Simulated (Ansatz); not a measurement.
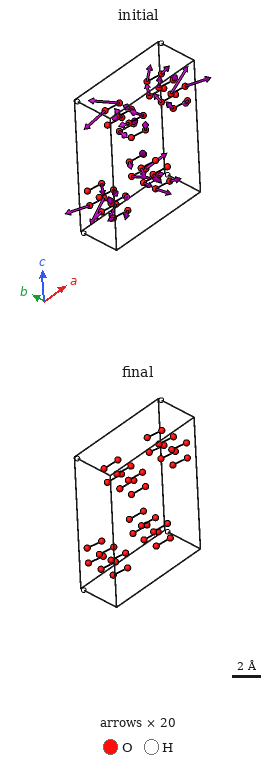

The structure of a defect cell of composition HO48 before (top) and after (bottom) a relaxation, at one scale. The purple arrows give the displacements, 20 times their true length.

A ball-and-stick model of the cell of the calculation, seen slightly off an axis.

Case: H interstitial, charge +0, atoms relaxed at the host's cell.

Level of theory: DFT PBE+D3(BJ), scalar-relativistic, plane waves, PAW in Ansatz. Settings: plane-wave cutoff 420 eV; k-point mesh 2 × 2 × 2; occupations gaussian; smearing width 0.01 eV; collinear spin; atoms relaxed in a fixed cell; force threshold 0.025 eV/Å; at most 45 steps.

### Summarise the run.

The run was cut off at its time limit before the relaxation converged, so the last structure is only a point on the way. Over 4 geometry steps the energy falls by 49.5 meV per cell of the calculation. Largest force component: 0.21 eV/Å at the start, 0.09 eV/Å at the end. The largest moves, 0.12 Å, are those of O atoms. H stays in place. The lattice vectors keep their values. The program noted that the starting moments weren't kept. Cost: 6.9 min on 4 threads of Arm Neoverse V2, with other jobs on the host, peak memory 3 GiB.
